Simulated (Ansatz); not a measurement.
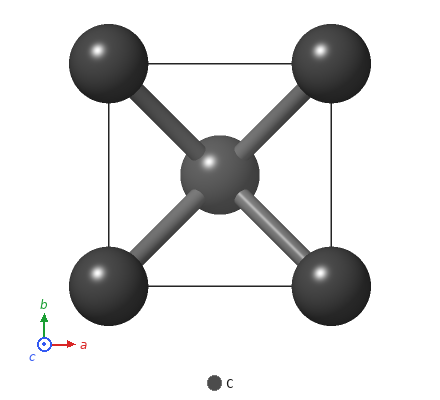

The structure, seen along [001]; the drawing may span several cells.

Given this structure, the input geometry of an electronic-structure calculation (not necessarily at equilibrium); the starting structure was generated, so it need not be a known form of this composition, written in its standard cell:

```cif
data_structure
_symmetry_space_group_name_H-M 'P 1'
_symmetry_Int_Tables_number 1
_cell_length_a 2.3441
_cell_length_b 2.3441
_cell_length_c 2.3441
_cell_angle_alpha 90.000
_cell_angle_beta 90.000
_cell_angle_gamma 90.000
_cell_volume 12.88
loop_
_atom_site_label
_atom_site_type_symbol
_atom_site_fract_x
_atom_site_fract_y
_atom_site_fract_z
_atom_site_occupancy
C1 C 0.00000 0.00000 0.00000 1
C2 C 0.50000 0.50000 0.50000 1
```

**What does the kinematic electron diffraction pattern along [001] look like at 200 kV (B = 0.5 Å²)?**

The spots form a square net with both shortest vectors at d = 1.66 Å, 90.0° apart. They are 1 -1 0 and 1 1 0. The pattern has symmetry 4mm. The lattice centring (I) removes all reflections that break h + k + l = 2n.

Strongest reflections with d > 0.80 Å, one of each family (|F|² from tabulated Gaussian fits of the electron scattering factors, times a small damping for the curvature of the Ewald sphere):

```tsv
hkl	d (Å)	I (strongest = 100)
1 1 0	1.658	100
2 0 0	1.172	31
2 2 0	0.829	8
```

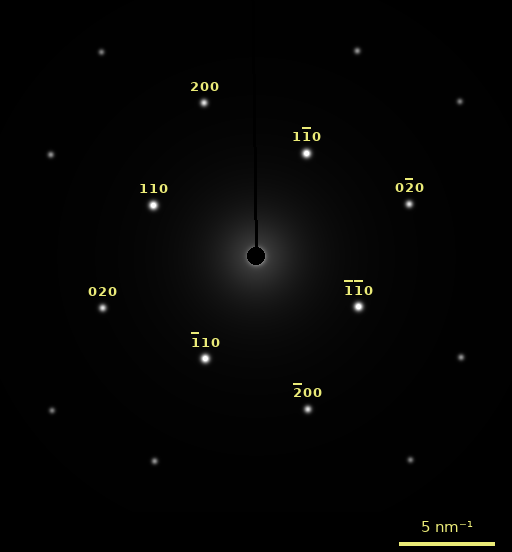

Calculated pattern, seen from the source side with [001] pointing towards the source.
